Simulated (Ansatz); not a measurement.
**Mo13S24 (cell charge +1, with a compensating background) (cell with a defect): density, localisation and related maps**

```
CELL_PARAMETERS angstrom
3.14947 5.45504 -6.64516
3.14947 -5.45504 -6.64516
-6.29894 0.00000 -6.64516
ATOMIC_POSITIONS crystal
Mo 0.50266 0.49978 0.00066
Mo 0.16689 0.16401 0.66600
Mo 0.33333 0.83857 0.82810
Mo 0.33333 0.33333 0.33333
Mo 0.82810 0.33333 0.83857
Mo 0.49978 0.00066 0.50266
Mo 0.16401 0.66600 0.16689
Mo 0.99349 0.99349 0.99349
Mo 0.67317 0.67317 0.67317
Mo 0.00066 0.50266 0.49978
Mo 0.66600 0.16689 0.16401
Mo 0.83857 0.82810 0.33333
S 0.42980 0.59236 0.75368
S 0.08737 0.25630 0.42096
S 0.25605 0.92066 0.58469
S 0.25630 0.42096 0.08737
S 0.75368 0.42980 0.59236
S 0.42096 0.08737 0.25630
S 0.08617 0.74433 0.91276
S 0.91276 0.08617 0.74433
S 0.59236 0.75368 0.42980
S 0.92066 0.58469 0.25605
S 0.58469 0.25605 0.92066
S 0.74433 0.91276 0.08617
S 0.24571 0.41037 0.57930
S 0.91299 0.07430 0.23687
S 0.08198 0.74600 0.41061
S 0.07430 0.23687 0.91299
S 0.57930 0.24571 0.41037
S 0.23687 0.91299 0.07430
S 0.92234 0.58049 0.75391
S 0.75391 0.92234 0.58049
S 0.41037 0.57930 0.24571
S 0.74600 0.41061 0.08198
S 0.41061 0.08198 0.74600
S 0.58049 0.75391 0.92234
Mo 0.83333 0.83333 0.83333
```

Spin-polarised.

Computed with DFT PBE+D3(BJ), scalar-relativistic, plane waves, PAW in Ansatz.

Core electrons are frozen (PAW), and the valence fields are smoothed inside the atomic spheres.

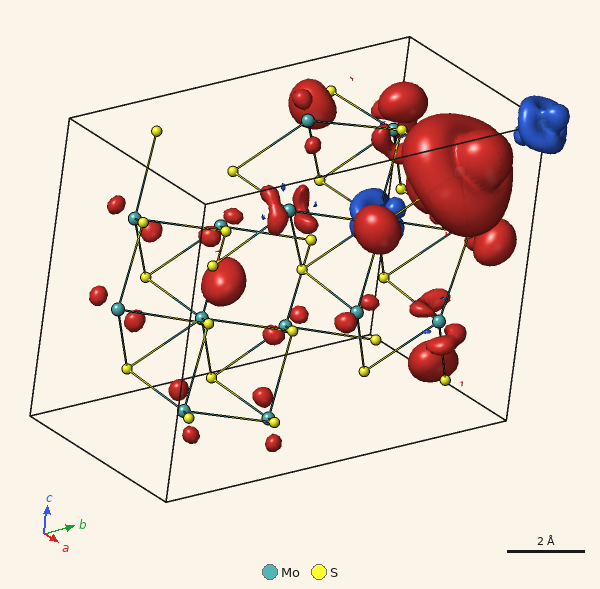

Figure 1. Isosurfaces of the spin density at +0.008 (red) and −0.008 e/Å³ (blue), seen slightly off an axis. Sticks mark near contacts.

> Which atoms carry the moments, and with what signs?

The spin density sits on Mo: +0.5 μB in one cell of 37 atoms: with much of the spin spread outside that site. The cell of the calculation (37 atoms) carries 1.0 μB of net spin moment.

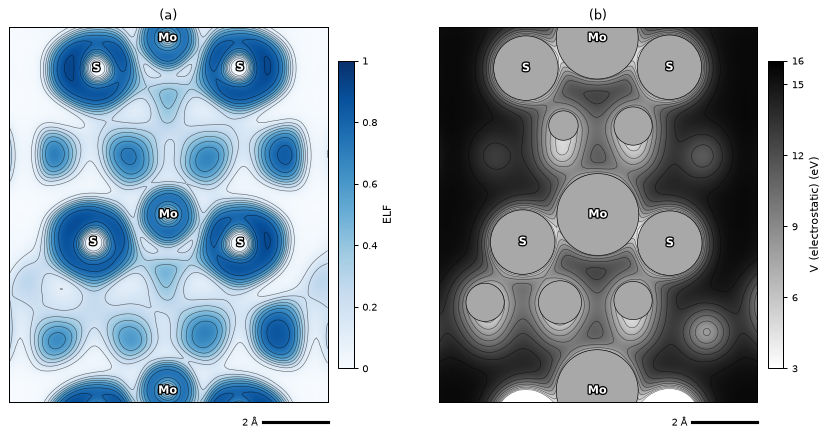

Figure 2. (a) electron localisation function; (b) electrostatic potential (local pseudopotential plus Hartree) felt by an electron on the (110) plane of the calculation cell. Grey discs cover the atomic cores in the potential map.

> Interpret the plot.

- The section cuts through Mo and S sites.
- Mo–S (2.40 Å): the ELF peaks at about 0.85 in the valence shell of S, 0.8 Å from its nucleus, and is about 0.45 at the midpoint.
- Mo–S (2.48 Å): the ELF peaks at about 0.85 in the valence shell of S, 0.8 Å from its nucleus, and is about 0.40 at the midpoint.
- The features right at Mo lie inside the PAW spheres, where the map follows smoothed inner orbitals and isn't to be read closely.
- Outside the cores the potential energy rises away from the atoms and is highest about 2.2 Å from the nearest atoms; its zero is arbitrary.

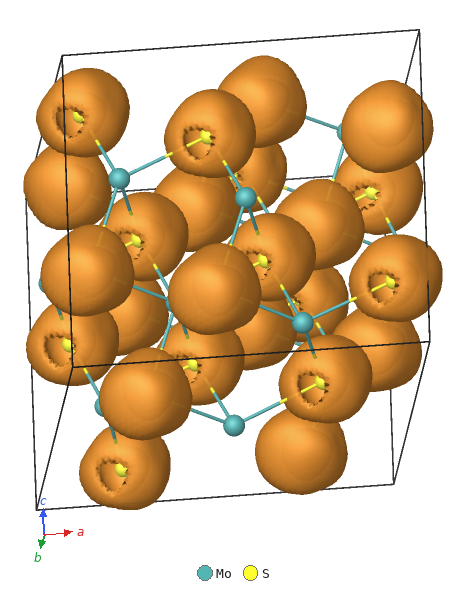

Figure 3. Isosurface of the ELF at 0.75 (orange), seen at an oblique angle. Core shells and regions of very low density are left out. Sticks mark near contacts.

> Describe the localisation domains.

The ELF exceeds this value in 24 regions wrapped around S (the valence shell of each), counted in one cell of 37 atoms. Any copies at cell faces, edges or corners count once.


Mo–S (2.38 Å): the ELF peaks at about 0.85 in the valence shell of S, 0.8 Å from its nucleus, and is about 0.45 at the midpoint. Mo–S (2.44 Å): the ELF peaks at about 0.85 in the valence shell of S, 0.8 Å from its nucleus, and is about 0.45 at the midpoint.
